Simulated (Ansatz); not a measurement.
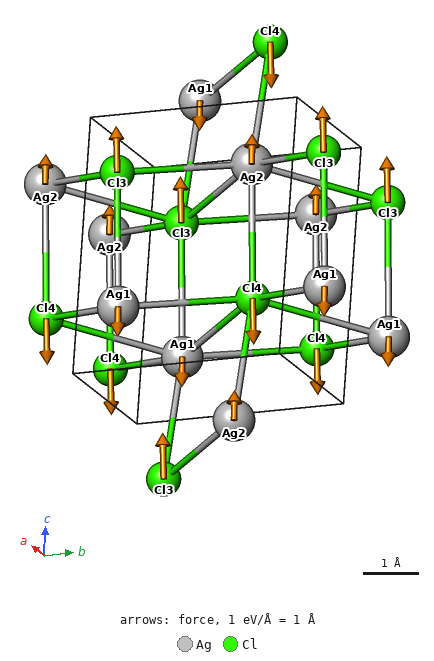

Starting geometry of solid AgCl (set up in P2_1/m) with the computed forces as orange arrows. A ball-and-stick model of the cell of the calculation, seen from a free direction.

Level of theory: DFT, PBE, plane-wave PAW, default files, scalar-relativistic (Ansatz 0.2.0).

The input:
```yaml
crystal:
  lattice:
    - [3.53, 0.0, 0.0]
    - [0.0, 4.011, 0.0]
    - [-0.9725508841, 0.0, 5.1520087129]
  atoms:
    - { symbol: Ag, position: [0.157, 0.25, 0.21] }
    - { symbol: Ag, position: [0.843, 0.75, 0.79] }
    - { symbol: Cl, position: [0.308, 0.25, 0.705] }
    - { symbol: Cl, position: [0.692, 0.75, 0.295] }
kpoints:
  mp_grid: { grid: [10, 8, 7] }
scf:
  occupations: { method: fermi_dirac, width: 0.01 }
hamiltonian:
  xc: pbe
  pseudopotentials: { kind: paw }
output:
  forces: true
  stress: true
  populations: true
  efg:
    quadrupole_moments_barn: { Cl: -0.08112 }
    contact_densities: true
  write_density: true
  write_potential: true
  elf: true
  volumetric_format: npy
relax:
  f_tol: 0.02
  max_steps: 60
```

Command:
```bash
ansatz run input.yaml --threads 1 --pin off --max-ram 3072MiB --backend cpu --events-out ev --progress --plain --runs-dir out
```

Question: Is this structure relaxed? If not, where do the atoms go?

Answer: It isn't relaxed: the largest force vector, on Cl atoms, is 0.88 eV/Å. The final displacements follow the starting forces only in part (cosine between the two patterns 0.76). The largest moves, 0.13 Å, are those of Cl3 and Cl4. Cl3 goes roughly along [1 0 1]. By element the largest moves are Cl 0.13 Å, Ag 0.08 Å. The cell doesn't change. Near-neighbour distances that change, for instance: Ag1–Cl3 2.551 → 2.708 Å, Ag1–Cl3 (another image) 2.796 → 2.713 Å, Ag1–Cl4 2.734 → 2.724 Å, Ag1–Cl4 (another image) 2.681 → 2.671 Å. Bond angles that change, for instance: Cl3–Ag1–Cl3 157.4° → 150.6°, Ag1–Cl3–Ag1 157.4° → 150.6°, Ag1–Cl3–Ag2 95.3° → 99.3°. The space group stays P2_1/m (No. 11). The energy falls by 29.2 meV per atom in 3 geometry steps. Largest force component: 0.88 eV/Å at the start, 0.0096 eV/Å at the end. Cost: 66 s on 1 thread of Arm Neoverse V2, on a shared host, peak memory 0.64 GiB.
